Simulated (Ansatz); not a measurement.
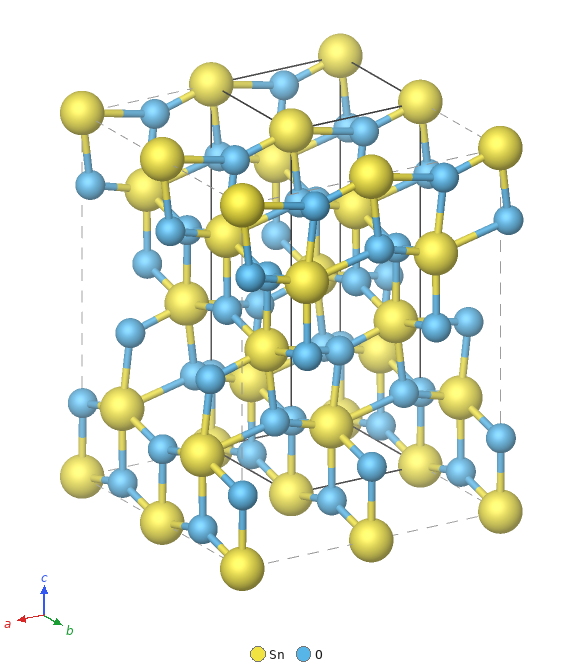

We look at a ball-and-stick model of the crystal from a general direction. One drawn cell (a repeat of the simulation cell) is drawn solid; the view covers 2×2×1 cells.

SnO₂, a = 3.97 Å, b = 3.97 Å, c = 10.18 Å, α = 90.00°, β = 90.00°, γ = 90.00°.

Results below were computed with DFT LDA, scalar-relativistic, plane waves, PAW in Ansatz 0.2.0; the settings were plane waves up to 420 eV, k-points about 0.22 Å⁻¹ apart, Gaussian smearing of 0.05 eV, no spin polarisation.

### What is the electronic character?

A semiconductor at this level, with a gap of 1.81 eV on the k-mesh (the true edges may lie between mesh points, so the gap can be somewhat smaller).

### Would the cell expand or shrink if it could?

The computed pressure is 10.2 GPa (compressed: it would expand). The stress isn't hydrostatic: its largest component is 27.0 GPa.

Origin of the cell: a structure listed in the Materials Project. The cell was then strained or its atoms displaced on purpose. It went into a calculation with Ansatz.

At this level of theory the run's own cell isn't at rest (compressed, at 10 GPa and forces up to 6.2 eV/Å), so its distances can differ from those at equilibrium, the more so the softer the solid.
